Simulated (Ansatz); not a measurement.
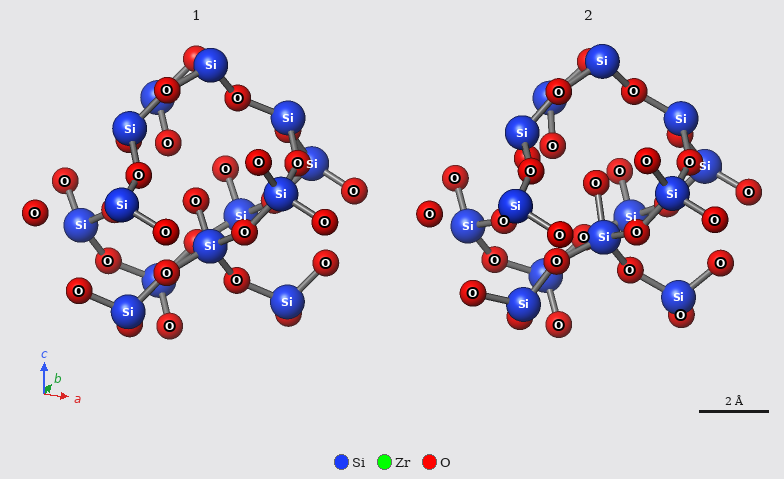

Two geometries of a defect cell of composition Si22ZrO48, drawn at one scale. One is the start of a relaxation, the other its converged end. A ball-and-stick model of the atoms within 5.0 Å of the atom that moves most (axes of the cell of the calculation (origin shifted)), seen slightly off an axis.

Computed with DFT, PBEsol, PAW, plane waves in Ansatz. Set-up: plane-wave cutoff 420 eV; k-point mesh 1 × 1 × 1; mesh shifted by (0.25, 0.25, 0.25); collinear spin; atoms relaxed in a fixed cell; force threshold 0.03 eV/Å; at most 80 steps.

Which geometry has the lower energy?

Answer. Structure 2 is the relaxed one. An O atom moves most: 0.61 Å along [1 0 2]. By element the largest moves are O 0.61 Å, Si 0.31 Å, Zr 0.24 Å. The cell stays as it was. Some distances before and after: O–Si 1.579 → 1.678 Å, O–Si 1.548 → 1.618 Å, O–Si 1.599 → 1.662 Å, O–Si 1.581 → 1.627 Å. Bond angles that change, for instance: Si–O–Si 142.6° → 152.8°, Si–O–Si 145.2° → 154.4°, Si–O–Si 143.2° → 134.8°. Over 9 geometry steps the energy falls by 11.413 eV per cell of the calculation. The largest force component goes from 19 to 0.024 eV/Å. The run took 13 s on 1 × NVIDIA GB200 with 8 threads of Arm Neoverse-V2, peak memory 1.9 GiB.
